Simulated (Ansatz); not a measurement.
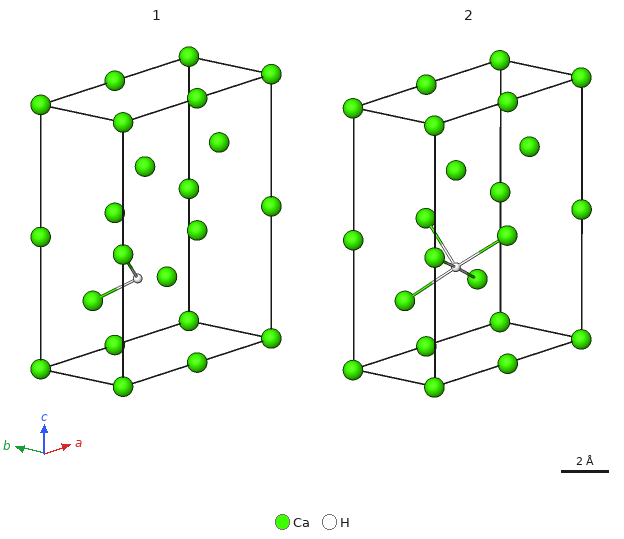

Two geometries of crystalline Ca₈H (set up in Pm) (coarse preliminary run), drawn at one scale. One is the start of a relaxation, the other its converged end. Style: ball-and-stick. Shown: the cell of the calculation, from a free direction.

All numbers below come from DFT PBE, scalar-relativistic, plane waves, PAW (Ansatz). Settings: plane-wave cutoff 420 eV; k-point mesh 6 × 6 × 2; occupations gaussian; smearing width 0.1 eV; no spin polarisation; cell and atoms relaxed; force threshold 0.0325 eV/Å; at most 70 steps.

Q: Which geometry has the lower energy?

A: Structure 2 is the relaxed one. Case: 1 H put on empty site 2 of 2 host cells, relaxed. The energy falls by 16.9 meV per atom in 5 accepted moves (6 points after the start). Largest force component: 0.19 eV/Å at the start, 0.012 eV/Å at the end. The pressure goes from −0.25 to −0.01 GPa. At 1 point the geometry stayed and the basis and grid were re-selected for the new cell (energy shift of 0.1 meV per atom at most each time). The H atom moves most relative to the cell: 0.71 Å roughly along [3 3 1]. By element the largest moves are H 0.71 Å, Ca 0.18 Å. Cell: a 7.804 → 7.744 Å (−0.8 %), b 3.902 → 3.856 Å (−1.2 %), c 12.809 → 12.687 Å (−1.0 %), γ 120.0° → 119.9°. Volume −2.7 %. Some distances before and after: Ca–H 3.289 → 2.642 Å, Ca–H 3.287 → 2.740 Å, Ca–H 2.393 → 2.693 Å, Ca–H 2.397 → 2.640 Å. The space group stays Pm (No. 6).
